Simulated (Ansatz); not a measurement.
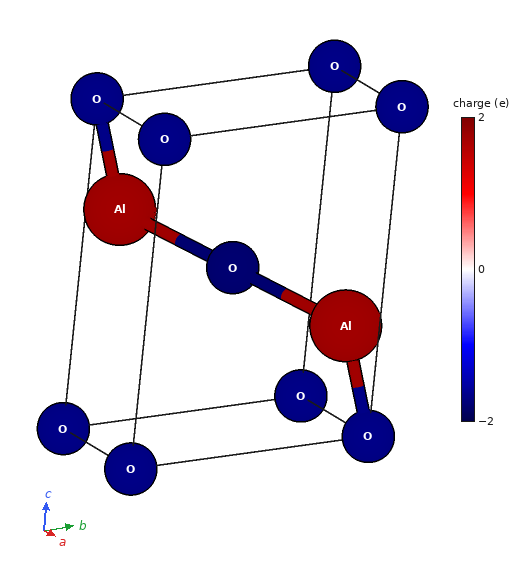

The figure gives a ball-and-stick picture of the atoms, viewed slightly off an axis. The lines enclose the cell (the run's own, in a reduced setting); boundary atoms appear with their images. The atoms of this AlO cell are coloured by their Bader charge.

Setup: Ansatz, DFT PBE, scalar-relativistic, plane waves, PAW; a basis cut at 420 eV, k-points about 0.11 Å⁻¹ apart, Gaussian smearing of 0.1 eV, no spin polarisation.

> Give the charges by element.

Most positive: Al; most negative: O. Charges: about Al +1.7 e; O -1.8 to -1.7 e.

The structure was taken from a random cell made by a generator, so it need not be a real form of the compound. Earlier steps of the study, as a rule a relaxation of our own, may have changed the cell and positions, so they can lie some per cent off the listed ones. An electronic-structure calculation with Ansatz was run on it.
